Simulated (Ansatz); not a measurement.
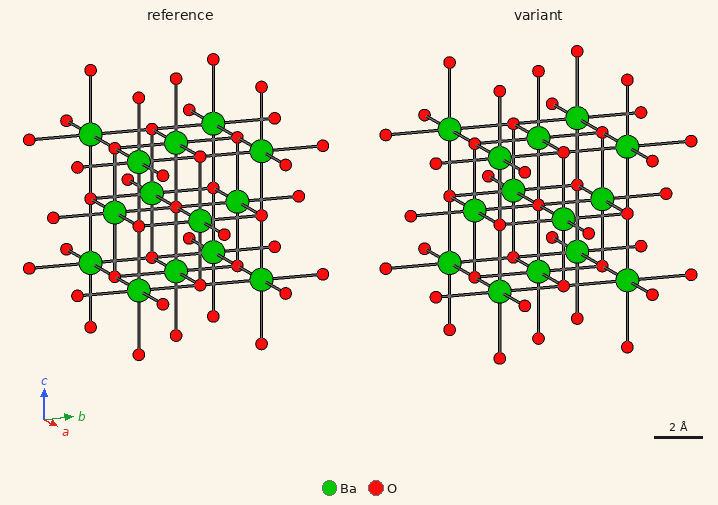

Left: a crystal of BaO (built on the rocksalt type) at its r2SCAN-relaxed geometry. Right: the same structure after one change, at the same scale. A ball-and-stick model of the conventional cell (4 times the calculation's cell), seen slightly off an axis. Lengths and directions refer to the drawn axes.

All numbers below come from Ansatz 0.2.0, DFT, PBE, plane waves, PAW. (plane-wave cutoff 420 eV; k-point mesh 8 × 8 × 8; occupations fermi dirac; smearing width 0.02 eV; no spin polarisation)

What distinguishes the right structure from the left one?

All lengths are scaled by +4.0 % (volume +12.5 %). The atoms were relaxed with r2SCAN under that strain, and this is a single point on that geometry.

How do the computed properties respond?

Some distances before and after: Ba–O 2.772 → 2.883 Å. The space group stays Fm-3m (No. 225). It costs 42.9 meV per atom. The pressure goes from 1.2 to −5.6 GPa. All forces vanish by symmetry.
